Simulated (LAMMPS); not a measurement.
Geometry relaxation, with input and output: SiC3

SiC3 (R3m, 4 atoms in the cell), computed with classical potential SiC_Erhart-Albe.tersoff (style tersoff) (LAMMPS 22 Jul 2025 update 4).

The structure was built on a prototype by a generator. The geometry comes from this level: r2SCAN.

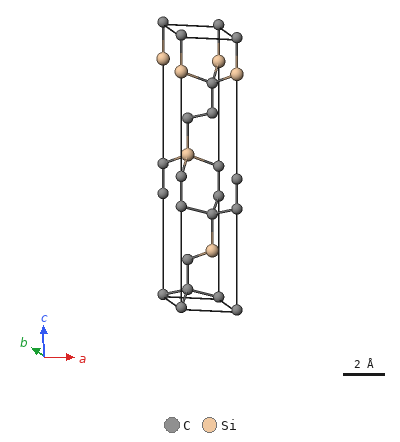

**Figure 1.** The structure as given in the input (ball-and-stick view of the cell 3 times as large as that of the calculation, set on its symmetry axes, seen slightly off an axis). Near neighbours in the crystal (not all of them lie inside the picture): C has 3 C at 1.72 Å and 1 Si at 1.89 Å; C has 1 C at 1.54 Å and 3 Si at 1.79 Å; C has 4 C at 1.54 to 1.72 Å; Si has 4 C at 1.79 to 1.89 Å.

**Input**
```
units metal
boundary p p p
atom_style atomic
read_data data.lmp
pair_style tersoff
pair_coeff * * SiC_Erhart-Albe.tersoff C Si
thermo_style custom step pe press pxx pyy pzz pyz pxz pxy vol fmax
thermo_modify format float %.8f
dump 1 all custom 10 dump.lmp id type x y z fx fy fz
dump_modify 1 sort id format float %.8f
thermo 10
fix 1 all box/relax tri 0.0 vmax 0.001
min_style cg
minimize 0.0 1.0e-6 400 4000
minimize 0.0 1.0e-6 400 4000
unfix 1
undump 1
write_dump all custom end.lmp id type x y z modify sort id format float %.8f
run 0
```

**File data.lmp**
```
crystal

4 atoms
2 atom types

0.0 4.94781335 xlo xhi
0.0 2.71256011 ylo yhi
0.0 2.41490959 zlo zhi
4.13797953 4.13797953 1.23539226 xy xz yz

Masses

1 12.0110
2 28.0850

Atoms

1 1 0.10893602 0.03252281 0.01989377
2 1 6.46590193 1.93039264 1.18079532
3 1 5.01408956 1.49695459 0.91566707
4 2 11.55267419 3.44904662 2.10973562
```

Machine: 1 thread of Arm Neoverse V1, 24 GiB of memory available, shared host.

Command:
```bash
lmp -in in.lmp -log none -nocite
```

**Log**
```
using 1 OpenMP thread(s) per MPI task
Reading data file ...
  triclinic box = (0 0 0) to (4.9478133 2.7125601 2.4149096) with tilt (4.1379795 4.1379795 1.2353923)
WARNING: Triclinic box skew is large. LAMMPS will run inefficiently. (src/src/domain.cpp:221)
  1 by 1 by 1 MPI processor grid
  reading atoms ...
  4 atoms
  read_data CPU = 0.001 seconds
Neighbor list info ...
  max neighbors/atom: 2000, page size: 100000
  master list distance cutoff = 4.96
  ghost atom cutoff = 4.96
  binsize = 2.48, bins = 6 2 1
  1 neighbor lists, perpetual/occasional/extra = 1 0 0
  (1) pair tersoff, perpetual
      attributes: full, newton on
      pair build: full/bin/atomonly
      stencil: full/bin/3d
      bin: standard
Setting up cg style minimization ...
  Unit style    : metal
  Current step  : 0
WARNING: Energy due to 6 extra global DOFs will be included in minimizer energies
 (src/src/min.cpp:222)
Per MPI rank memory allocation (min/avg/max) = 4.243 | 4.243 | 4.243 Mbytes
   Step         PotEng         Press           Pxx            Pyy            Pzz            Pyz            Pxz            Pxy           Volume          Fmax
         0  -23.39342470 1085870.72502801 341825.27065756 1424734.36714312 1491052.53728336 -64818.43424412 -217111.08949357 -354938.44378859 32.41108390 5.02793634
        10  -24.12160182 1093269.59626435 289408.47134518 1453574.93541473 1536825.38203313 -43366.96522660 -245894.53119902 -378077.92035824 33.11672731 3.54078882
        20  -24.81425485 944486.61586177 219031.21817945 1246193.33591732 1368235.29348853 17221.80331266 -245714.46028212 -338028.88656819 33.81333906 2.33683365
        30  -25.31715599 527629.60084026 114436.13427122 662551.74848085 805900.91976871 106125.75509125 -172336.01242241 -178842.75336628 34.49251043 2.02576257
        40  -25.48544755 6072.30855404 -5242.98320992 17189.42492588 6270.48394615 62343.93975473 6586.07347929 26191.26283813 35.05694280 1.73105612
        50  -25.53563225 -4368.26347650 -4830.64349773 -3070.69889990 -5203.44803186 -1019.23692742 -1166.76200298 -2109.03180384 35.09810480 0.60532120
        56  -25.54163481 -14204.64551422 -3154.80235032 -11681.04851075 -27778.08568160 -6441.90820693 9124.79754176 5591.26107152 35.05605559 0.11562306
Loop time of 0.0028005 on 1 procs for 56 steps with 4 atoms

100.0% CPU use with 1 MPI tasks x 1 OpenMP threads

Minimization stats:
  Stopping criterion = linesearch alpha is zero
  Energy initial, next-to-last, final =
     -23.3934246987048  -25.5416348103894  -25.5416348103894
  Force two-norm initial, final = 45.740026 0.80708249
  Force max component initial, final = 30.163112 0.58382818
  Final line search alpha, max atom move = 1.1151953e-08 6.5108245e-09
  Iterations, force evaluations = 56 94

MPI task timing breakdown:
Section |  min time  |  avg time  |  max time  |%varavg| %total
---------------------------------------------------------------
Pair    | 0.0016803  | 0.0016803  | 0.0016803  |   0.0 | 60.00
Neigh   | 0          | 0          | 0          |   0.0 |  0.00
Comm    | 0.00019896 | 0.00019896 | 0.00019896 |   0.0 |  7.10
Output  | 0.00013545 | 0.00013545 | 0.00013545 |   0.0 |  4.84
Modify  | 0          | 0          | 0          |   0.0 |  0.00
Other   |            | 0.0007858  |            |       | 28.06

Nlocal:              4 ave           4 max           4 min
Histogram: 1 0 0 0 0 0 0 0 0 0
Nghost:            587 ave         587 max         587 min
Histogram: 1 0 0 0 0 0 0 0 0 0
Neighs:              0 ave           0 max           0 min
Histogram: 1 0 0 0 0 0 0 0 0 0
FullNghs:          268 ave         268 max         268 min
Histogram: 1 0 0 0 0 0 0 0 0 0

Total # of neighbors = 268
Ave neighs/atom = 67
Neighbor list builds = 0
Dangerous builds = 0
Setting up cg style minimization ...
  Unit style    : metal
  Current step  : 56
WARNING: Energy due to 6 extra global DOFs will be included in minimizer energies
 (src/src/min.cpp:222)
Per MPI rank memory allocation (min/avg/max) = 5.47 | 5.47 | 5.47 Mbytes
   Step         PotEng         Press           Pxx            Pyy            Pzz            Pyz            Pxz            Pxy           Volume          Fmax
        56  -25.54163481 -14204.64551421 -3154.80235031 -11681.04851074 -27778.08568157 -6441.90820693 9124.79754176 5591.26107152 35.05605559 0.11562306
        60  -25.54198763 -553.19746147 -343.35340828 7855.49866041 -9171.73763653 -4022.01352812 2982.02178338 -2680.82983176 35.04852888 0.03508955
        70  -25.54206430 75.40324023 -237.38301433 150.99713120 312.59560381 239.71166788 29.16537365 -52.10337764 35.04540598 0.00250983
        73  -25.54206466 280.72112827 -85.71686430 667.67358894 260.20666018 14.71252621 -179.27397108 -407.10194276 35.04578973 0.00248811
Loop time of 0.00147089 on 1 procs for 17 steps with 4 atoms

99.9% CPU use with 1 MPI tasks x 1 OpenMP threads

Minimization stats:
  Stopping criterion = linesearch alpha is zero
  Energy initial, next-to-last, final =
     -25.5416348103893  -25.5420646576605  -25.5420646576605
  Force two-norm initial, final = 0.82870207 0.024133765
  Force max component initial, final = 0.60779204 0.015654259
  Final line search alpha, max atom move = 1.4460415e-05 2.2636708e-07
  Iterations, force evaluations = 17 55

MPI task timing breakdown:
Section |  min time  |  avg time  |  max time  |%varavg| %total
---------------------------------------------------------------
Pair    | 0.00095343 | 0.00095343 | 0.00095343 |   0.0 | 64.82
Neigh   | 0          | 0          | 0          |   0.0 |  0.00
Comm    | 8.362e-05  | 8.362e-05  | 8.362e-05  |   0.0 |  5.68
Output  | 5.7163e-05 | 5.7163e-05 | 5.7163e-05 |   0.0 |  3.89
Modify  | 0          | 0          | 0          |   0.0 |  0.00
Other   |            | 0.0003767  |            |       | 25.61

Nlocal:              4 ave           4 max           4 min
Histogram: 1 0 0 0 0 0 0 0 0 0
Nghost:            435 ave         435 max         435 min
Histogram: 1 0 0 0 0 0 0 0 0 0
Neighs:              0 ave           0 max           0 min
Histogram: 1 0 0 0 0 0 0 0 0 0
FullNghs:          220 ave         220 max         220 min
Histogram: 1 0 0 0 0 0 0 0 0 0

Total # of neighbors = 220
Ave neighs/atom = 55
Neighbor list builds = 0
Dangerous builds = 0
WARNING: No fixes with time integration, atoms won't move
Setting up Verlet run ...
  Unit style    : metal
  Current step  : 73
  Time step     : 0.001
Per MPI rank memory allocation (min/avg/max) = 3.094 | 3.094 | 3.094 Mbytes
   Step         PotEng         Press           Pxx            Pyy            Pzz            Pyz            Pxz            Pxy           Volume          Fmax
        73  -25.54206466 280.72112826 -85.71686430 667.67358892 260.20666017 14.71252621 -179.27397107 -407.10194276 35.04578973 0.00248811
Loop time of 1.218e-06 on 1 procs for 0 steps with 4 atoms

82.1% CPU use with 1 MPI tasks x 1 OpenMP threads

MPI task timing breakdown:
Section |  min time  |  avg time  |  max time  |%varavg| %total
---------------------------------------------------------------
Pair    | 0          | 0          | 0          |   0.0 |  0.00
Neigh   | 0          | 0          | 0          |   0.0 |  0.00
Comm    | 0          | 0          | 0          |   0.0 |  0.00
Output  | 0          | 0          | 0          |   0.0 |  0.00
Modify  | 0          | 0          | 0          |   0.0 |  0.00
Other   |            | 1.218e-06  |            |       |100.00

Nlocal:              4 ave           4 max           4 min
Histogram: 1 0 0 0 0 0 0 0 0 0
Nghost:            435 ave         435 max         435 min
Histogram: 1 0 0 0 0 0 0 0 0 0
Neighs:              0 ave           0 max           0 min
Histogram: 1 0 0 0 0 0 0 0 0 0
FullNghs:          220 ave         220 max         220 min
Histogram: 1 0 0 0 0 0 0 0 0 0

Total # of neighbors = 220
Ave neighs/atom = 55
Neighbor list builds = 0
Dangerous builds = 0
```

**Trajectory as extended XYZ (Å, eV, eV/Å), 10 frames, from step=0 to step=73**
```
4
Lattice="4.9478 0.0000 0.0000 4.1380 2.7126 0.0000 4.1380 1.2354 2.4149" Properties=species:S:1:pos:R:3:forces:R:3 step=0 energy=-23.39342 pressure_GPa=108.59
C     0.1089    0.0325    0.0199    3.1135   0.9295   0.5686
C     6.4659    1.9304    1.1808   -5.0279  -1.5011  -0.9182
C     5.0141    1.4970    0.9157   -0.9127  -0.2725  -0.1667
Si   11.5527    3.4490    2.1097    2.8271   0.8440   0.5163
4
Lattice="4.9582 0.0000 0.0000 4.1161 2.7384 0.0000 4.1226 1.2342 2.4391" Properties=species:S:1:pos:R:3:forces:R:3 step=10 energy=-24.12160 pressure_GPa=109.33
C     0.1045    0.0201    0.0082    2.7180   0.8408   0.4922
C     6.4462    1.9291    1.1803   -3.5408  -1.2610  -0.6318
C     4.9984    1.4933    0.9127   -0.8567  -0.3297  -0.1621
Si   11.5248    3.4580    2.1189    1.6795   0.7498   0.3016
4
Lattice="4.9670 0.0000 0.0000 4.0938 2.7637 0.0000 4.1055 1.2338 2.4632" Properties=species:S:1:pos:R:3:forces:R:3 step=20 energy=-24.81425 pressure_GPa=94.45
C     0.1007    0.0079   -0.0035    2.3368   0.7660   0.4203
C     6.4259    1.9282    1.1798   -2.1260  -0.9460  -0.3630
C     4.9822    1.4900    0.9097   -0.7993  -0.3885  -0.1586
Si   11.4940    3.4673    2.1280    0.5885   0.5685   0.1013
4
Lattice="4.9746 0.0000 0.0000 4.0721 2.7876 0.0000 4.0860 1.2355 2.4874" Properties=species:S:1:pos:R:3:forces:R:3 step=30 energy=-25.31716 pressure_GPa=52.76
C     0.0975   -0.0035   -0.0152    2.0258   0.7093   0.3679
C     6.4050    1.9284    1.1795   -0.9941  -0.5921  -0.1718
C     4.9653    1.4875    0.9067   -0.7403  -0.4331  -0.1655
Si   11.4609    3.4778    2.1370   -0.2913   0.3158  -0.0306
4
Lattice="4.9804 0.0000 0.0000 4.0635 2.8052 0.0000 4.0635 1.2482 2.5093" Properties=species:S:1:pos:R:3:forces:R:3 step=40 energy=-25.48545 pressure_GPa=0.61
C     0.0977   -0.0109   -0.0254    1.7311   0.5784   0.3496
C     6.3887    1.9338    1.1790   -0.4541  -0.2271  -0.1421
C     4.9515    1.4895    0.9037   -0.6270  -0.3453  -0.2064
Si   11.4348    3.4957    2.1452   -0.6500  -0.0061  -0.0011
4
Lattice="4.9561 0.0000 0.0000 4.0782 2.8170 0.0000 4.0786 1.2716 2.5140" Properties=species:S:1:pos:R:3:forces:R:3 step=50 energy=-25.53563 pressure_GPa=-0.44
C     0.1328   -0.0094   -0.0233    0.6053   0.1738   0.1092
C     6.3946    1.9426    1.1771   -0.2892  -0.0542  -0.0353
C     4.9588    1.4942    0.9013   -0.1544  -0.0215  -0.0130
Si   11.4446    3.5188    2.1462   -0.1618  -0.0980  -0.0609
4
Lattice="4.9512 0.0000 0.0000 4.0704 2.8163 0.0000 4.0691 1.2710 2.5140" Properties=species:S:1:pos:R:3:forces:R:3 step=56 energy=-25.54163 pressure_GPa=-1.42
C     0.1461   -0.0059   -0.0213    0.1156   0.0273   0.0235
C     6.3811    1.9412    1.1764   -0.0495  -0.0123  -0.0229
C     4.9502    1.4937    0.9011   -0.0142   0.0103  -0.0028
Si   11.4248    3.5162    2.1451   -0.0519  -0.0254   0.0022
4
Lattice="4.9507 0.0000 0.0000 4.0721 2.8162 0.0000 4.0714 1.2713 2.5139" Properties=species:S:1:pos:R:3:forces:R:3 step=60 energy=-25.54199 pressure_GPa=-0.06
C     0.1481   -0.0053   -0.0209    0.0351   0.0089   0.0114
C     6.3821    1.9410    1.1762   -0.0246  -0.0021  -0.0114
C     4.9516    1.4940    0.9012    0.0020   0.0108   0.0000
Si   11.4274    3.5161    2.1449   -0.0125  -0.0177   0.0000
4
Lattice="4.9508 0.0000 0.0000 4.0713 2.8164 0.0000 4.0712 1.2708 2.5134" Properties=species:S:1:pos:R:3:forces:R:3 step=70 energy=-25.54206 pressure_GPa=0.01
C     0.1489   -0.0052   -0.0205    0.0003   0.0019   0.0012
C     6.3811    1.9406    1.1761   -0.0014  -0.0023  -0.0017
C     4.9511    1.4939    0.9014    0.0017   0.0025   0.0013
Si   11.4262    3.5156    2.1445   -0.0006  -0.0021  -0.0008
4
Lattice="4.9507 0.0000 0.0000 4.0714 2.8165 0.0000 4.0714 1.2710 2.5134" Properties=species:S:1:pos:R:3:forces:R:3 step=73 energy=-25.54206 pressure_GPa=0.03
C     0.1490   -0.0052   -0.0205   -0.0008   0.0015   0.0012
C     6.3813    1.9407    1.1760   -0.0016  -0.0013  -0.0009
C     4.9513    1.4940    0.9014    0.0010   0.0023   0.0014
Si   11.4264    3.5157    2.1445    0.0014  -0.0025  -0.0017
```

**Summary**

| quantity | value |
| --- | --- |
| outcome | converged |
| space group (tolerance 0.01 Å) | R3m (160) |
| potential energy | −25.5421 eV |
| pressure | 0.03 GPa |
| final volume | 35.05 Å³ |
| final cell | a = 4.951 Å, b = 4.951 Å, c = 4.951 Å, α = 34.67°, β = 34.67°, γ = 34.67° |
| peak memory | 0.03 GiB |
